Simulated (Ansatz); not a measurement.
Geometry relaxation, with input and output: C (part 2 of 2)

Continued. System: C (slab, 13 atoms in the cell). Method: DFT PBE, scalar-relativistic, plane waves, PAW, no spin polarisation (Ansatz 0.2.0); cutoff 420 eV, 10×10×1 k-mesh, Gaussian smearing of 0.05 eV. The structure derives from an entry of the Crystallography Open Database. It belongs to a series of runs on one base structure; here: (1 0 0) slab, atoms relaxed.

```
WARN: The output density's exchange-correlation potential varies sharply where the density is thin. Do not read a vacuum level from v_tot or v_xc, or from such a field of the output density. On a cell that repeats whose density bears no net charge and no dipole along the vacuum's axis use v_es (v_loc + v_h of the components); under efield.dipole_correction with no amplitude use v_es + v_field, which holds any external_charges[].barrier, or the levels of the report's work_function block, which leave it out; under a non-zero efield.amplitude the vacuum is tilted and has no level; on a cell that repeats and bears such a dipole with no correction it is tilted too, and efield.dipole_correction with no amplitude gives each side of its ramp a level where efield: is served; in a cell that repeats whose density bears a net charge (total_charge, or a fill off its count) it is curved and has none; of a slab under crystal.periodic whose density bears no net charge use v_es, which has a level on each side, short of where the two are joined; of another it falls or rises all the way out and has none; of a slab beside external_charges read slab_vacuum_level instead, which it has where they leave it neutral. The grid or the basis barely resolves most such structure, and the values can differ between equally converged runs; as a rule a tighter scf.convergence.dr2_threshold does not remove it. Where the density itself ripples (under the LDA too) a higher basis.ecutwfc lessens it. The files hold the spikes' plane waves up to the density's cutoff. Files: v_tot_of_output_density and the like, and their columns of v_z.tsv (output.write_potential); v_xc_of_output_density and the like, and their columns of v_comp_z.tsv (output.write_potential_components). Measured: with its Gaussian average of σ = 0.25 Å subtracted twice, the exchange-correlation potential is over 0.1 eV at 68 of the grid points where the equally averaged density (valence and model cores) is under 1e-3 e/Å³, and 0.408 eV at the most among them, at an averaged density of 5.7e-7 e/Å³. The input density's (outcome.potential() and, of a run that writes arrays, v_tot and v_xc) is over 0.1 eV, so measured, at 147 points of its own thin density, 0.135 eV at the most. See output.write_potential in the manual, Limitations
SCF converged after 4 iterations
Free energy (F): -3253.768865 eV
Harris-Foulkes:  -3253.768865 eV  (|F-HF|=1.34e-8)
Internal energy: -3253.766683 eV  (E = F + TS)
E sigma→0 (E₀):  -3253.767774 eV
Entropy (-TS):   -0.002182 eV (-0.168 meV/atom)
Fermi energy:    2.136905 eV
Dipole field:    D = -0.000000 V/Å  (p = -0.000000 e·Å, saw-weighted, corrected)
Work function:   Φ+ = 7.2649 eV   Φ− = 7.2649 eV
Levels:          The Fermi level and band energies are counted from a zero that moves with the ramp; work functions are not
--- Per-component energies (eV) ---
  E_band       = -350.240864
  E_kinetic    = 1178.020060
  E_local      = -50305.970280  (includes V_loc(G=0)·N_el)
  E_nonlocal   = 347.472767
  E_hartree    = 24645.347148
  E_xc         = -625.915112
  E_vxc        = -776.212497  (∫ρ·V_xc dr)
  E_paw        = -1288.038616  (= ΣΔE_a)
  E_vpaw       = -84.259219  (= ΣTr[D̂ρ^β])
  E_aug_tail   = 0.000107  (compensation charges beyond the density's cutoff)
  E_efield     = 0.000000  (sawtooth field / dipole correction)
  E_vefield    = 0.000000  (∫n·V_field dr)
  E_ewald      = 22795.317243
  E_smearing   = -0.002182  (= −TS)
  E_closure    = 0.000000  (closes the sum)
  Σ components = -3253.768865   (vs F -3253.768865, Δ=0.00e0)
--- Forces (eV/Å), atoms counted from 1 ---
  atom   1  C      0.00000000     0.00000000    -0.00022285
  atom   2  C      0.00000000     0.00000000    -0.00001653
  atom   3  C      0.00000000     0.00000000     0.00012422
  atom   4  C      0.00000000     0.00000000     0.00087940
  atom   5  C      0.00000000     0.00000000    -0.00050824
  atom   6  C      0.00000000     0.00000000    -0.00107230
  atom   7  C      0.00000000     0.00000000     0.00000247
  atom   8  C      0.00000000     0.00000000     0.00107266
  atom   9  C      0.00000000     0.00000000     0.00050569
  atom  10  C      0.00000000     0.00000000    -0.00088012
  atom  11  C      0.00000000     0.00000000    -0.00012383
  atom  12  C      0.00000000     0.00000000     0.00001640
  atom  13  C      0.00000000     0.00000000     0.00022297
  max |Σ_I F_I| component: 6.15e-8 eV/Å
--- Band table (eV; the first three rows and the last of 36) ---
  k-point 0: bands = ["-19.5553", "-18.8678", "-17.8467", "-16.4900", "-14.7945", "-12.7612", "-10.4470", "-8.0226", "-5.6292", "-4.4381", "-4.4381", "-3.8213", "-3.8213", "-3.3374", "-2.9101", "-2.9101", "-1.7312", "-1.7312", "-1.2370", "-0.3568", "-0.3568", "0.5265", "0.9800", "0.9800", "2.1561", "2.3085", "5.5755", "5.5755", "5.9638", "5.9644", "6.5079", "6.5249", "7.0702", "7.1998", "7.8377", "8.4618", "8.4618", "8.8601", "9.1886"]
  k-point 1: bands = ["-19.3717", "-18.6859", "-17.6679", "-16.3169", "-14.6320", "-12.6194", "-10.3444", "-8.0143", "-5.9320", "-5.2205", "-4.5654", "-4.2883", "-4.1603", "-3.6830", "-3.1236", "-2.7913", "-2.6331", "-1.6445", "-1.5531", "-0.8700", "-0.3235", "0.0108", "0.5972", "0.9268", "2.0732", "2.1927", "5.2361", "5.6404", "6.5029", "6.6325", "7.0236", "7.3633", "7.7956", "8.0043", "8.5056", "8.5283", "8.6880", "9.2189", "9.4687"]
  k-point 2: bands = ["-18.8233", "-18.1427", "-17.1354", "-15.8047", "-14.1608", "-12.2465", "-10.1569", "-8.4415", "-7.3996", "-6.5299", "-6.1922", "-5.2365", "-4.3808", "-3.8505", "-3.7151", "-3.2827", "-2.4557", "-2.3773", "-2.0803", "-1.4142", "-0.6387", "-0.2782", "-0.2651", "0.7279", "1.8114", "1.8644", "4.4726", "5.8045", "7.1566", "7.6116", "8.1577", "8.6913", "8.7553", "9.0831", "9.2023", "9.5649", "9.8593", "10.1100", "10.3709"]
  k-point 35: bands = ["-10.9581", "-10.9581", "-10.9495", "-10.9377", "-10.5882", "-10.5882", "-10.5759", "-10.4787", "-10.2624", "-10.2191", "-10.2191", "-9.0528", "-8.9991", "-6.2718", "-6.2718", "-6.2181", "-6.0699", "-5.3795", "-5.3795", "-5.3740", "-5.1046", "-4.8138", "-4.4988", "-4.4988", "0.3930", "0.3930", "1.9363", "1.9631", "7.0474", "7.2848", "7.2848", "7.4283", "8.6772", "9.4710", "9.4710", "9.8262", "10.8391", "12.1575", "12.6077"]
--- Relaxed structure (5 steps of the walk, 5 accepted, 0 SCFs on fresh bases) ---
  F+E_penalty+E_count = -3253.76886538 eV   max|allowed force component| = 1.073e-3 eV/Å
  atoms:
    - { symbol: C, position: [0.0, 0.0, 0.2947616305173206] }
    - { symbol: C, position: [0.49999999999999994, 0.0, 0.32535440654749337] }
    - { symbol: C, position: [0.49999999999999994, 0.49999999999999994, 0.3614138161281116] }
    - { symbol: C, position: [0.0, 0.49999999999999994, 0.39570935134985] }
    - { symbol: C, position: [0.0, 0.0, 0.4305687699473407] }
    - { symbol: C, position: [0.49999999999999994, 0.0, 0.46525700271789683] }
    - { symbol: C, position: [0.49999999999999994, 0.49999999999999994, 0.4999999982419778] }
    - { symbol: C, position: [0.0, 0.49999999999999994, 0.5347429960480861] }
    - { symbol: C, position: [0.0, 0.0, 0.5694312309178856] }
    - { symbol: C, position: [0.49999999999999994, 0.0, 0.6042906493840555] }
    - { symbol: C, position: [0.49999999999999994, 0.49999999999999994, 0.6385861842934853] }
    - { symbol: C, position: [0.0, 0.49999999999999994, 0.6746455940328159] }
    - { symbol: C, position: [0.0, 0.0, 0.7052383698736795] }
```

### Trajectory as extended XYZ (Å, eV, eV/Å), 5 frames, from step=1 to step=5
```
13
Lattice="2.5254 0.0000 0.0000 0.0000 2.5254 0.0000 0.0000 0.0000 25.7144" Properties=species:S:1:pos:R:3:forces:R:3 step=1 energy=-3253.52021
C     0.0000    0.0000    7.5000    0.0000   0.0000   2.2573
C     1.2627    0.0000    8.3929    0.0000   0.0000  -2.3651
C     1.2627    1.2627    9.2857    0.0000   0.0000   0.2375
C     0.0000    1.2627   10.1786    0.0000   0.0000  -0.1414
C     0.0000    0.0000   11.0715    0.0000   0.0000   0.0151
C     1.2627    0.0000   11.9643    0.0000   0.0000  -0.0108
C     1.2627    1.2627   12.8572    0.0000   0.0000   0.0000
C     0.0000    1.2627   13.7501    0.0000   0.0000   0.0108
C     0.0000    0.0000   14.6430    0.0000   0.0000  -0.0151
C     1.2627    0.0000   15.5358    0.0000   0.0000   0.1414
C     1.2627    1.2627   16.4287    0.0000   0.0000  -0.2375
C     0.0000    1.2627   17.3216    0.0000   0.0000   2.3651
C     0.0000    0.0000   18.2144    0.0000   0.0000  -2.2573
13
Lattice="2.5254 0.0000 0.0000 0.0000 2.5254 0.0000 0.0000 0.0000 25.7144" Properties=species:S:1:pos:R:3:forces:R:3 step=2 energy=-3253.71402
C     0.0000    0.0000    7.5548    0.0000   0.0000   0.9450
C     1.2627    0.0000    8.3885    0.0000   0.0000  -1.3040
C     1.2627    1.2627    9.2881    0.0000   0.0000   0.4111
C     0.0000    1.2627   10.1777    0.0000   0.0000  -0.0771
C     0.0000    0.0000   11.0712    0.0000   0.0000   0.0316
C     1.2627    0.0000   11.9641    0.0000   0.0000  -0.0073
C     1.2627    1.2627   12.8572    0.0000   0.0000   0.0000
C     0.0000    1.2627   13.7504    0.0000   0.0000   0.0073
C     0.0000    0.0000   14.6432    0.0000   0.0000  -0.0316
C     1.2627    0.0000   15.5367    0.0000   0.0000   0.0771
C     1.2627    1.2627   16.4263    0.0000   0.0000  -0.4111
C     0.0000    1.2627   17.3259    0.0000   0.0000   1.3040
C     0.0000    0.0000   18.1596    0.0000   0.0000  -0.9450
13
Lattice="2.5254 0.0000 0.0000 0.0000 2.5254 0.0000 0.0000 0.0000 25.7144" Properties=species:S:1:pos:R:3:forces:R:3 step=3 energy=-3253.76846
C     0.0000    0.0000    7.5764    0.0000   0.0000   0.0098
C     1.2627    0.0000    8.3631    0.0000   0.0000   0.0366
C     1.2627    1.2627    9.2913    0.0000   0.0000   0.0576
C     0.0000    1.2627   10.1765    0.0000   0.0000  -0.1113
C     0.0000    0.0000   11.0719    0.0000   0.0000   0.0069
C     1.2627    0.0000   11.9641    0.0000   0.0000  -0.0099
C     1.2627    1.2627   12.8572    0.0000   0.0000   0.0000
C     0.0000    1.2627   13.7503    0.0000   0.0000   0.0099
C     0.0000    0.0000   14.6425    0.0000   0.0000  -0.0069
C     1.2627    0.0000   15.5379    0.0000   0.0000   0.1113
C     1.2627    1.2627   16.4231    0.0000   0.0000  -0.0576
C     0.0000    1.2627   17.3513    0.0000   0.0000  -0.0366
C     0.0000    0.0000   18.1380    0.0000   0.0000  -0.0098
13
Lattice="2.5254 0.0000 0.0000 0.0000 2.5254 0.0000 0.0000 0.0000 25.7144" Properties=species:S:1:pos:R:3:forces:R:3 step=4 energy=-3253.76876
C     0.0000    0.0000    7.5809    0.0000   0.0000  -0.0018
C     1.2627    0.0000    8.3677    0.0000   0.0000  -0.0216
C     1.2627    1.2627    9.2945    0.0000   0.0000  -0.0285
C     0.0000    1.2627   10.1747    0.0000   0.0000   0.0611
C     0.0000    0.0000   11.0717    0.0000   0.0000  -0.0010
C     1.2627    0.0000   11.9638    0.0000   0.0000  -0.0065
C     1.2627    1.2627   12.8572    0.0000   0.0000   0.0000
C     0.0000    1.2627   13.7506    0.0000   0.0000   0.0065
C     0.0000    0.0000   14.6427    0.0000   0.0000   0.0010
C     1.2627    0.0000   15.5398    0.0000   0.0000  -0.0611
C     1.2627    1.2627   16.4200    0.0000   0.0000   0.0285
C     0.0000    1.2627   17.3467    0.0000   0.0000   0.0216
C     0.0000    0.0000   18.1335    0.0000   0.0000   0.0018
13
Lattice="2.5254 0.0000 0.0000 0.0000 2.5254 0.0000 0.0000 0.0000 25.7144" Properties=species:S:1:pos:R:3:forces:R:3 step=5 energy=-3253.76887
C     0.0000    0.0000    7.5796    0.0000   0.0000  -0.0002
C     1.2627    0.0000    8.3663    0.0000   0.0000   0.0000
C     1.2627    1.2627    9.2935    0.0000   0.0000   0.0001
C     0.0000    1.2627   10.1754    0.0000   0.0000   0.0009
C     0.0000    0.0000   11.0718    0.0000   0.0000  -0.0005
C     1.2627    0.0000   11.9638    0.0000   0.0000  -0.0011
C     1.2627    1.2627   12.8572    0.0000   0.0000   0.0000
C     0.0000    1.2627   13.7506    0.0000   0.0000   0.0011
C     0.0000    0.0000   14.6426    0.0000   0.0000   0.0005
C     1.2627    0.0000   15.5390    0.0000   0.0000  -0.0009
C     1.2627    1.2627   16.4209    0.0000   0.0000  -0.0001
C     0.0000    1.2627   17.3481    0.0000   0.0000   0.0000
C     0.0000    0.0000   18.1348    0.0000   0.0000   0.0002
```

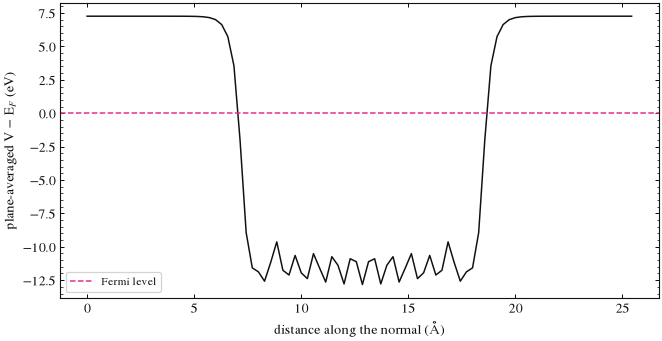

Plane average of the electrostatic potential energy of an electron across the cell, from the Fermi level. The vacuum level lies 7.26 eV above the Fermi level.

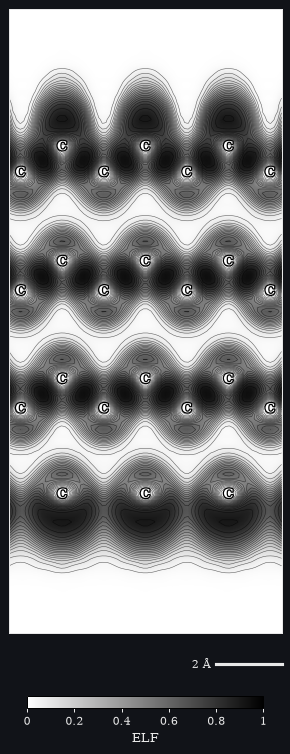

ELF on the (100) plane of the calculation cell, a cut from vacuum to vacuum. The section cuts through C sites. C–C (1.55 Å): the ELF peaks at about 0.95 between the atoms (a covalent bond). Core electrons are frozen (PAW), so the fields are smoothed inside the atomic spheres.

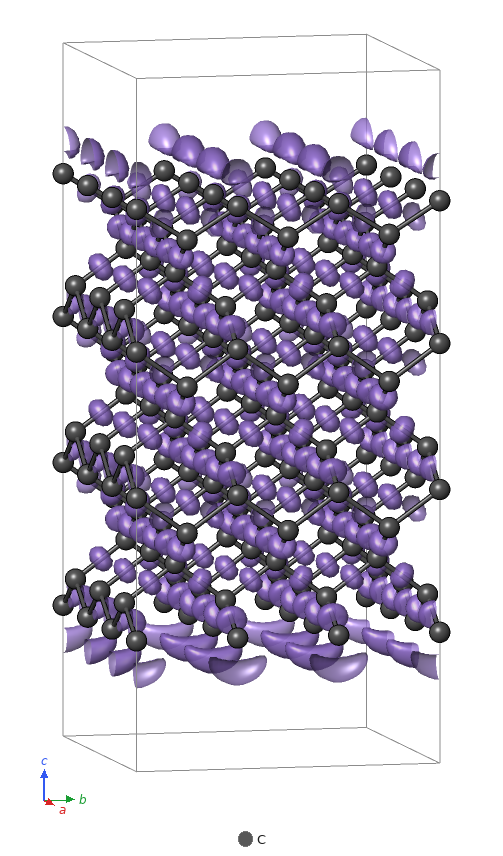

Isosurface of the electron localisation function at 0.85 (purple), seen slightly off an axis. Core shells and regions of very low density are left out. Sticks mark near contacts. Values along the shortest contacts:

The run was set up as follows.

### Input file
```yaml
crystal:
  lattice:
    - [2.5254142366, 0.0, 0.0]
    - [0.0, 2.5254142366, 0.0]
    - [0.0, 0.0, 25.714425192]
  atoms:
    - { symbol: C, position: [0.0, 0.0, 0.2916650846] }
    - { symbol: C, position: [0.5, 0.0, 0.3263875705] }
    - { symbol: C, position: [0.5, 0.5, 0.3611100564] }
    - { symbol: C, position: [0.0, 0.5, 0.3958325423] }
    - { symbol: C, position: [0.0, 0.0, 0.4305550282] }
    - { symbol: C, position: [0.5, 0.0, 0.4652775141] }
    - { symbol: C, position: [0.5, 0.5, 0.5] }
    - { symbol: C, position: [0.0, 0.5, 0.5347224859] }
    - { symbol: C, position: [0.0, 0.0, 0.5694449718] }
    - { symbol: C, position: [0.5, 0.0, 0.6041674577] }
    - { symbol: C, position: [0.5, 0.5, 0.6388899436] }
    - { symbol: C, position: [0.0, 0.5, 0.6736124295] }
    - { symbol: C, position: [0.0, 0.0, 0.7083349154] }
basis:
  ecutwfc: 420
kpoints:
  mp_grid: { grid: [10, 10, 1] }
hamiltonian:
  xc: pbe
scf:
  occupations: { method: gaussian, width: 0.05 }
output:
  forces: true
  eigenvalues: true
  write_density: true
  write_potential: true
  elf: true
  volumetric_format: npy
relax:
  adjacent_minimum: "off"
  f_tol: 0.02
  max_steps: 60
efield:
  axis: 3
  dipole_correction: true
  ramp_width: 0.04
```

Run as:
```bash
ansatz run input.yaml --threads 1 --pin off --max-ram 2560MiB --backend cpu --events-out ev --progress --plain --runs-dir out
```

### Results in brief

| quantity | value |
| --- | --- |
| outcome | converged |
| electrons treated | 52 |
| free energy | −3253.7689 eV |
| work function, top face | 7.26 eV |
| work function, bottom face | 7.26 eV |
| Fermi energy | 2.137 eV |
| gap on the k-point mesh | none (metallic) |
| final volume | 164.00 Å³ |
| work function (upper face) | 7.26 eV |
| largest force (length of the vector) at the end | 0.001 eV/Å |
| hardware | 1 thread of Intel Xeon @ 3.00GHz (Skylake/Cascade Lake), 16 GiB of memory available, shared host |
| wall time | 1.9 min |
| peak memory | 0.53 GiB |

The program warns: the exchange-correlation potential is rough where the density is thin.
